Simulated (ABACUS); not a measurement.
## Band-structure run, with input and output: P

System: P (Cmce, 4 atoms in the cell).
Method: Kohn-Sham DFT of a periodic cell, LDA-PW92, PseudoDojo NC SR 0.4.1 LDA stringent, no spin polarisation (ABACUS 3.10.1).

The structure derives from a Materials Project entry. It belongs to a series of runs on one base structure; here: bands on the converged density.

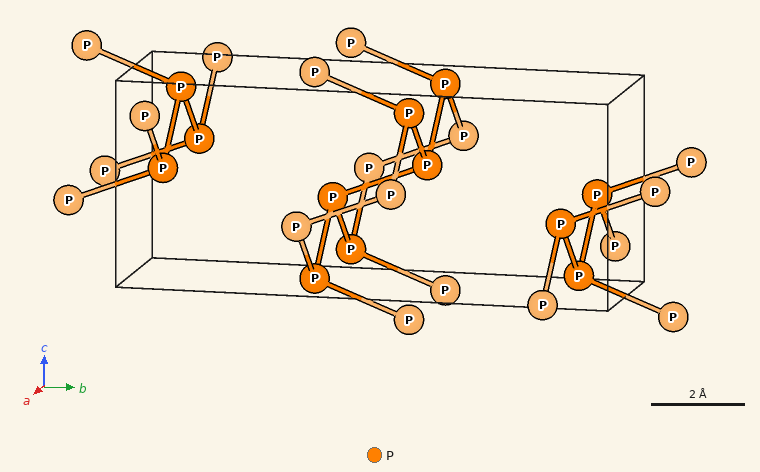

**Figure 1.** The input geometry (ball-and-stick view of the cell 2 times as large as that of the calculation, set on its symmetry axes, seen slightly off an axis; neighbours outside the cell are drawn fainter). Near neighbours in the crystal (not all of them lie inside the picture): P has 3 P at 2.20 to 2.25 Å.

### The input
```
INPUT_PARAMETERS
suffix              P
calculation         nscf
basis_type          pw
pseudo_dir          ./
symmetry            -1
dft_functional      LDA_X+LDA_C_PW
ecutwfc             49.0
pseudo_rcut         10
nspin               1
nbands              20
ks_solver           dav
smearing_method     fd
smearing_sigma      0.00367493
scf_thr             1e-08
scf_nmax            100
mixing_type         broyden
mixing_beta         0.7
init_chg            file
pw_diag_thr         1e-07
out_band            1
kpar                4
```

### File STRU
```
ATOMIC_SPECIES
P 30.9738 P.upf

LATTICE_CONSTANT
1.8897261246

LATTICE_VECTORS
1.6477431241 -5.4650377251 0.0000000000
1.6477431241 5.4650377251 0.0000000000
0.0000000000 0.0000000000 4.5436355900

ATOMIC_POSITIONS
Direct

P
0.0
4
0.9041431300 0.0958568700 0.5888151700 1 1 1
0.0958568700 0.9041431300 0.4111848300 1 1 1
0.5958568700 0.4041431300 0.0888151700 1 1 1
0.4041431300 0.5958568700 0.9111848300 1 1 1
```

### File KPT
```
K_POINTS
14
Line
0.00000000 0.00000000 0.00000000 10 // G
0.27272651 0.27272651 0.00000000 10 // X
0.00000000 0.50000000 0.00000000 10 // S
0.00000000 0.50000000 0.50000000 10 // R
0.27272651 0.27272651 0.50000000 10 // A
0.00000000 0.00000000 0.50000000 10 // Z
0.00000000 0.00000000 0.00000000 10 // G
-0.50000000 0.50000000 0.00000000 10 // Y
-0.27272651 0.72727349 0.00000000 10 // X1
-0.27272651 0.72727349 0.50000000 10 // A1
-0.50000000 0.50000000 0.50000000 10 // T
-0.50000000 0.50000000 0.00000000 1 // Y
0.00000000 0.00000000 0.50000000 10 // Z
-0.50000000 0.50000000 0.50000000 1 // T
```

Hardware: 4 threads of Intel Xeon (Sapphire Rapids), 16 GiB of memory available, shared host.

Run as:
```bash
OMP_NUM_THREADS=1 mpirun -np 4 abacus > log
```

### Output
```
ABACUS v3.10.1

               Atomic-orbital Based Ab-initio Computation at UStc

 ------------------------------------------------------------------------------------

 READING GENERAL INFORMATION
                           global_out_dir = OUT.P/
                           global_in_card = INPUT
                               pseudo_dir = ./
                              orbital_dir =
                                    DSIZE = 4
                                    GSIZE = 1

 READING UNITCELL INFORMATION
                                    ntype = 1
                  lattice constant (Bohr) = 1.88973
              lattice constant (Angstrom) = 1

 READING ATOM TYPE 1
                               atom label = P
                      L=0, number of zeta = 1
                      L=1, number of zeta = 1
                      L=2, number of zeta = 1
             number of atom for this type = 4

                        TOTAL ATOM NUMBER = 4
DIRECT COORDINATES
    atom                   x                   y                   z     mag                  vx                  vy                  vz
taud_P1            0.9041431300        0.0958568700        0.5888151700  0.0000        0.0000000000        0.0000000000        0.0000000000
taud_P2            0.0958568700        0.9041431300        0.4111848300  0.0000        0.0000000000        0.0000000000        0.0000000000
taud_P3            0.5958568700        0.4041431300        0.0888151700  0.0000        0.0000000000        0.0000000000        0.0000000000
taud_P4            0.4041431300        0.5958568700        0.9111848300  0.0000        0.0000000000        0.0000000000        0.0000000000

                          Volume (Bohr^3) = 552.221
                             Volume (A^3) = 81.8306

 Lattice vectors: (Cartesian coordinate: in unit of a_0)
             +1.64774            -5.46504                  +0
             +1.64774            +5.46504                  +0
                   +0                  +0            +4.54364
 Reciprocal vectors: (Cartesian coordinate: in unit of 2 pi/a_0)
            +0.303445          -0.0914907                  +0
            +0.303445          +0.0914907                  -0
                   -0                  -0           +0.220088
 The esolver type has been set to : ksdft_pw

                PAO radial cut off (Bohr) = 10

 Read in pseudopotential file is P.upf
                     pseudopotential type = NC
          exchange-correlation functional = SLAPWNOGXNOGC
                 nonlocal core correction = 1
                        valence electrons = 5
                                     lmax = 2
                           number of zeta = 2
                     number of projectors = 6
                           L of projector = 0
                           L of projector = 0
                           L of projector = 1
                           L of projector = 1
                           L of projector = 2
                           L of projector = 2
 XC functional updated to : LDA_X+LDA_C_PW
          exchange-correlation functional = LDA_X+LDA_C_PW
     initial pseudo atomic orbital number = 16

 SETUP THE ELECTRONS NUMBER
             electron number of element P = 5
       total electron number of element P = 20
            AUTOSET number of electrons:  = 20
                           occupied bands = 10
                                   NBANDS = 20
                                   NLOCAL = 36

 SETUP THE PLANE WAVE BASIS
 energy cutoff for charge/potential (unit:Ry) = 196
            fft grid for charge/potential = [ 50, 50, 40 ]
                        fft grid division = [ 1, 1, 1 ]
        big fft grid for charge/potential = [ 50, 50, 40 ]
                                     nbxx = 100000
                                     nrxx = 100000

 SETUP PLANE WAVES FOR CHARGE/POTENTIAL
                    number of plane waves = 25585
                         number of sticks = 995

 PARALLEL PW FOR CHARGE/POTENTIAL
     PROC   COLUMNS(POT)             PW
        1            995          25585
 --------------- sum -------------------
        1            995          25585
                            number of |g| = 3558
                                  max |g| = 17.7271
                                  min |g| = 0

----------- Double Check Mixing Parameters Begin ------------
mixing_type: broyden
mixing_beta: 0.7
mixing_gg0: 1
mixing_gg0_min: 0.1
mixing_ndim: 8
----------- Double Check Mixing Parameters End ------------

 SETUP K-POINTS
                                    nspin = 1
                                   nkstot = 122
K-POINTS DIRECT COORDINATES
 KPOINTS    DIRECT_X    DIRECT_Y    DIRECT_Z  WEIGHT
       1  0.00000000  0.00000000  0.00000000  1.0000
       2  0.02727265  0.02727265  0.00000000  1.0000
       3  0.05454530  0.05454530  0.00000000  1.0000
       4  0.08181795  0.08181795  0.00000000  1.0000
       5  0.10909060  0.10909060  0.00000000  1.0000
       6  0.13636325  0.13636325  0.00000000  1.0000
       7  0.16363591  0.16363591  0.00000000  1.0000
       8  0.19090856  0.19090856  0.00000000  1.0000
       9  0.21818121  0.21818121  0.00000000  1.0000
      10  0.24545386  0.24545386  0.00000000  1.0000
      11  0.27272651  0.27272651  0.00000000  1.0000
      12  0.24545386  0.29545386  0.00000000  1.0000
      13  0.21818121  0.31818121  0.00000000  1.0000
      14  0.19090856  0.34090856  0.00000000  1.0000
      15  0.16363591  0.36363591  0.00000000  1.0000
      16  0.13636325  0.38636326  0.00000000  1.0000
      17  0.10909060  0.40909060  0.00000000  1.0000
      18  0.08181795  0.43181795  0.00000000  1.0000
      19  0.05454530  0.45454530  0.00000000  1.0000
      20  0.02727265  0.47727265  0.00000000  1.0000
      21  0.00000000  0.50000000  0.00000000  1.0000
      22  0.00000000  0.50000000  0.05000000  1.0000
      23  0.00000000  0.50000000  0.10000000  1.0000
      24  0.00000000  0.50000000  0.15000000  1.0000
      25  0.00000000  0.50000000  0.20000000  1.0000
      26  0.00000000  0.50000000  0.25000000  1.0000
      27  0.00000000  0.50000000  0.30000000  1.0000
      28  0.00000000  0.50000000  0.35000000  1.0000
      29  0.00000000  0.50000000  0.40000000  1.0000
      30  0.00000000  0.50000000  0.45000000  1.0000
[... 92 further k points ...]

           k-point number in this process = 31
       minimum distributed K point number = 30

[... K-POINTS CARTESIAN COORDINATES: 31 rows ...]

[... K-POINTS DIRECT COORDINATES: 31 rows ...]

 SETUP PLANE WAVES FOR WAVE FUNCTIONS
     energy cutoff for wavefunc (unit:Ry) = 49
              fft grid for wave functions = [ 50, 50, 40 ]
                    number of plane waves = 4135
                         number of sticks = 299

 PARALLEL PW FOR WAVE FUNCTIONS
     PROC   COLUMNS(POT)             PW
        1            299           4135
 --------------- sum -------------------
        1            299           4135

 SETUP NONLOCAL PSEUDOPOTENTIALS IN PLANE WAVE BASIS
 P non-local projectors:
 projector 1 L=0
 projector 2 L=0
 projector 3 L=1
 projector 4 L=1
 projector 5 L=2
 projector 6 L=2
      TOTAL NUMBER OF NONLOCAL PROJECTORS = 72

 Init Non-Local PseudoPotential table :
 Init Non-Local-Pseudopotential done.

                                     npwx = 3224

 Make real space PAO into reciprocal space.
       max mesh points in Pseudopotential = 1001
     dq(describe PAO in reciprocal space) = 0.01
                                    max q = 844

 number of pseudo atomic orbitals for P is 2
WARNING: norm of atomic wavefunction # 2 of atomic type P is 0.999979, renormalized

 -------------------------------------------
 NONSELF-CONSISTENT
 -------------------------------------------
                                 init_chg = file
 try to read charge from file
 Read in the charge density: OUT.P//P-CHARGE-DENSITY.restart

 PW ALGORITHM --------------- ION=   1  ELEC=   1--------------------------------
 k(1/122) Iter steps (avg)=29 threshold=1e-07
 k(2/122) Iter steps (avg)=24 threshold=1e-07
 k(3/122) Iter steps (avg)=19 threshold=1e-07
 k(4/122) Iter steps (avg)=15 threshold=1e-07
 k(5/122) Iter steps (avg)=16 threshold=1e-07
 k(6/122) Iter steps (avg)=22 threshold=1e-07
 k(7/122) Iter steps (avg)=14 threshold=1e-07
 k(8/122) Iter steps (avg)=29 threshold=1e-07
 k(9/122) Iter steps (avg)=17 threshold=1e-07
 k(10/122) Iter steps (avg)=13 threshold=1e-07
 k(11/122) Iter steps (avg)=15 threshold=1e-07
 k(12/122) Iter steps (avg)=16 threshold=1e-07
 k(13/122) Iter steps (avg)=14 threshold=1e-07
 k(14/122) Iter steps (avg)=16 threshold=1e-07
 k(15/122) Iter steps (avg)=19 threshold=1e-07
 k(16/122) Iter steps (avg)=15 threshold=1e-07
 k(17/122) Iter steps (avg)=18 threshold=1e-07
 k(18/122) Iter steps (avg)=16 threshold=1e-07
 k(19/122) Iter steps (avg)=15 threshold=1e-07
 k(20/122) Iter steps (avg)=14 threshold=1e-07
 k(21/122) Iter steps (avg)=14 threshold=1e-07
 k(22/122) Iter steps (avg)=15 threshold=1e-07
 k(23/122) Iter steps (avg)=19 threshold=1e-07
 k(24/122) Iter steps (avg)=27 threshold=1e-07
 k(25/122) Iter steps (avg)=25 threshold=1e-07
 k(26/122) Iter steps (avg)=19 threshold=1e-07
 k(27/122) Iter steps (avg)=15 threshold=1e-07
 k(28/122) Iter steps (avg)=15 threshold=1e-07
 k(29/122) Iter steps (avg)=14 threshold=1e-07
 k(30/122) Iter steps (avg)=14 threshold=1e-07
 k(31/122) Iter steps (avg)=13 threshold=1e-07
[... levels at 31 k points of this process ...]

 Density error is 0.00000000000
                          Error Threshold = 1.00000000000e-07
----------------------------------------------------------
     Energy           Rydberg                 eV
----------------------------------------------------------
 E_KohnSham     -55.5513046047       -755.8142739573
 E_KS(sigma->0) -55.5510901239       -755.8113557964
 E_Harris       -55.5513046047       -755.8142739573
 E_band         -0.2244173474        -3.0533546552
 E_one_elec     2.9694316730         40.4011905740
 E_Hartree      7.3025920218         99.3568616653
 E_xc           -16.3445015547       -222.3783521141
 E_Ewald        -49.4783977831       -673.1881377605
 E_entropy(-TS) -0.0004289616        -0.0058363219
 E_descf        0.0000000000         0.0000000000
 E_exx          0.0000000000         0.0000000000
 E_Fermi        0.4903217428         6.6711695551
----------------------------------------------------------

 charge density convergence is achieved
 final etot is -755.81427396 eV
 EFERMI = 6.6711695551 eV

 STATE ENERGY(eV) AND OCCUPATIONS    NSPIN == 1
 1/31 kpoint (Cartesian) = 0.0000 0.0000 0.0000 (3195 pws)
       1       -9.17798      0.0163934
       2       -6.42440      0.0163934
       3       -3.15264      0.0163934
       4      -0.165988      0.0163934
       5        1.70976      0.0163934
       6        1.71870      0.0163934
       7        2.55642      0.0163934
       8        3.80113      0.0163934
       9        4.04774      0.0163934
      10        5.41805      0.0163934
      11        7.13172    1.63807e-06
      12        7.55469    3.47127e-10
      13        8.43363    8.05634e-18
      14        9.41092    2.61526e-26
      15        11.9604    1.87326e-48
      16        12.7532    2.43710e-55
      17        13.3735    9.97688e-61
      18        13.9363    1.29029e-65
      19        14.1621    1.40937e-67
      20        14.6845    4.09183e-72

 2/31 kpoint (Cartesian) = 0.016552 0.0000 0.0000 (3189 pws)
       1       -9.14225      0.0163934
       2       -6.38748      0.0163934
       3       -3.16544      0.0163934
       4      -0.136424      0.0163934
       5        1.65741      0.0163934
       6        1.74929      0.0163934
       7        2.32808      0.0163934
       8        3.81754      0.0163934
       9        3.83953      0.0163934
      10        5.44532      0.0163934
      11        7.16618    8.22365e-07
      12        7.86145    7.51626e-13
      13        8.75432    1.32010e-20
      14        9.20228    1.69715e-24
      15        11.7200    2.29803e-46
      16        12.2979    2.19580e-51
      17        13.5207    5.25353e-62
      18        13.5546    2.66426e-62
      19        14.0461    1.43459e-66
      20        14.7561    9.76928e-73

 3/31 kpoint (Cartesian) = 0.033103 0.0000 0.0000 (3191 pws)
       1       -9.03524      0.0163934
       2       -6.27681      0.0163934
       3       -3.21386      0.0163934
       4     -0.0487079      0.0163934
       5        1.44596      0.0163934
       6        1.80435      0.0163934
       7        1.84019      0.0163934
       8        3.43514      0.0163934
       9        3.86180      0.0163934
      10        5.48187      0.0163934
      11        7.26925    1.04657e-07
      12        8.66815    7.39817e-20
      13        8.69732    4.12794e-20
      14        9.51918    3.00031e-27
      15        11.1476    2.15210e-41
      16        11.4476    5.33906e-44
      17        12.6220    3.35880e-54
      18        13.8163    1.42119e-64
      19        14.2709    1.60111e-68
      20        14.6080    1.89074e-71

 4/31 kpoint (Cartesian) = 0.049655 0.0000 0.0000 (3199 pws)
       1       -8.85753      0.0163934
       2       -6.09269      0.0163934
       3       -3.32746      0.0163934
       4      0.0939147      0.0163934
       5       0.972859      0.0163934
       6        1.23420      0.0163934
       7        1.98865      0.0163934
       8        3.16887      0.0163934
       9        3.91721      0.0163934
      10        5.48581      0.0163934
      11        7.43996    3.44395e-09
      12        8.09630    6.85661e-15
      13        9.76468    2.21194e-29
      14        10.1052    2.43945e-32
      15        10.4377    3.15507e-35
      16        10.8873    3.92629e-39
      17        11.7468    1.34352e-46
      18        14.0735    8.30000e-67
      19        14.3816    1.74841e-69
      20        14.5127    1.27134e-70

 5/31 kpoint (Cartesian) = 0.066206 0.0000 0.0000 (3197 pws)
       1       -8.61016      0.0163934
       2       -5.83562      0.0163934
       3       -3.54792      0.0163934
       4       0.271267      0.0163934
       5       0.284825      0.0163934
       6       0.778875      0.0163934
       7        2.18925      0.0163934
       8        3.12349      0.0163934
       9        3.95115      0.0163934
      10        5.43977      0.0163934
      11        7.54840    3.93674e-10
      12        7.67600    3.06802e-11
      13        9.42635    1.92091e-26
      14        9.69494    8.92326e-29
      15        10.6481    4.69757e-37
      16        11.3612    3.00567e-43
      17        11.4725    3.24454e-44
      18        14.2520    2.33525e-68
      19        14.2584    2.05407e-68
      20        14.3353    4.41193e-69

 6/31 kpoint (Cartesian) = 0.082758 0.0000 0.0000 (3203 pws)
       1       -8.29472      0.0163934
       2       -5.50636      0.0163934
       3       -3.90406      0.0163934
       4      -0.529610      0.0163934
       5       0.511437      0.0163934
       6       0.519526      0.0163934
       7        2.43237      0.0163934
       8        3.20918      0.0163934
       9        3.91759      0.0163934
      10        5.32590      0.0163934
      11        7.16692    8.10187e-07
      12        7.96997    8.57952e-14
      13        8.61640    2.08264e-19
      14        8.98267    1.37156e-22
      15        10.1477    1.04237e-32
      16        11.6893    4.24546e-46
      17        12.5576    1.21888e-53
      18        13.6351    5.33336e-63
      19        14.3394    4.06852e-69
      20        14.8730    9.42528e-74

[... levels at 25 further k points ...]

 --------------------------------------------
 !FINAL_ETOT_IS -755.8142739573206 eV
 --------------------------------------------

 Output bands in file: OUT.P/BANDS_1.dat
```

### Standard output
```
ABACUS v3.10.1

               Atomic-orbital Based Ab-initio Computation at UStc

 dft_functional readin is: LDA_X+LDA_C_PW
 dft_functional in pseudopot file is: SLAPWNOGXNOGC
 Please make sure this is what you need
 UNIFORM GRID DIM        : 50 * 50 * 40
 UNIFORM GRID DIM(BIG)   : 50 * 50 * 40
func,idLDA_X 1
func,idLDA_C_PW 12
 ---------------------------------------------------------
 ---------------------------------------------------------
 SPIN    KPOINTS         PROCESSORS  THREADS
 1       122             4           4
 ---------------------------------------------------------
 Use plane wave basis
 ---------------------------------------------------------
 ELEMENT NATOM       XC
 P       4
 ---------------------------------------------------------
 Initial plane wave basis and FFT box
 ---------------------------------------------------------
 -------------------------------------------
 NONSELF-CONSISTENT :
 -------------------------------------------
 START CHARGE      : file
 ITER       ETOT/eV          EDIFF/eV         DRHO     TIME/s
 DA1     -7.55814274e+02   0.00000000e+00   0.0000e+00  15.50
```

### Key numbers

- outcome: converged
- space group (tolerance 0.01 Å): Cmce (64)
- electrons treated: 20
- Fermi energy of the self-consistent step: 6.649 eV
- wall time: 16 s (CPU time 64 s)
- peak memory: 0.44 GiB
